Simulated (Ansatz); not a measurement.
```yaml
crystal:
  lattice:
    - [2.52918, 0.00000, -2.52918]
    - [-2.52918, 2.52918, 0.00000]
    - [4.90661, 4.90661, 4.90661]
  atoms:
    - { symbol: Hf, position: [0.00000, 0.00000, 0.00000] }
    - { symbol: Hf, position: [0.66667, 0.33333, 0.33333] }
    - { symbol: Hf, position: [0.33333, 0.66667, 0.66667] }
    - { symbol: O, position: [0.00000, 0.00000, 0.25183] }
    - { symbol: O, position: [0.66667, 0.33333, 0.58516] }
    - { symbol: O, position: [0.33333, 0.66667, 0.91850] }
    - { symbol: O, position: [0.66667, 0.33333, 0.08150] }
    - { symbol: O, position: [0.33333, 0.66667, 0.41484] }
    - { symbol: O, position: [0.00000, 0.00000, 0.74817] }
```

Space group R-3m; started from the fluorite prototype, which need not be the ambient phase; changed on purpose from its base cell (shear 111 strain -3.0%); computed pressure about 15 GPa in this cell.

Computed with Ansatz 0.2.0, DFT, PBE, plane waves, PAW.

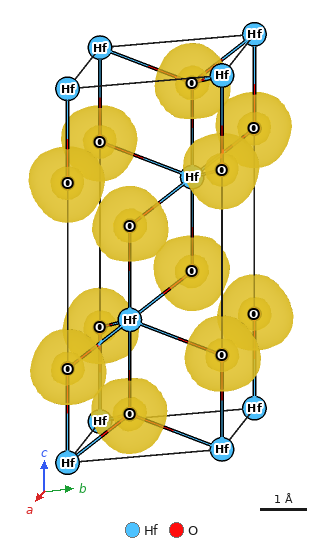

HfO₂. Isosurface of the ELF at 0.7 (yellow), seen slightly off an axis. Only the valence region is drawn (cores and ρ < 0.01 e/Å³ removed). Sticks mark near contacts.

**Identify the bonds, lone pairs and shells in this picture.**

The surface consists of six regions wrapped around O (the valence shell of each), counted in one cell of 9 atoms. Regions shared between cells count once. Profiles from the grid: Hf–O (2.14 Å): the ELF peaks at about 0.85 in the valence shell of O, 0.6 Å from its nucleus, and drops to about 0.20 between the two atoms; no localised pair shows between them.

**Does the calculation make it a metal, or give it a gap?**

It is gapped, with a Kohn–Sham gap of 3.9 eV on the k-point mesh (the band edges may lie off the mesh, which would make the gap smaller).
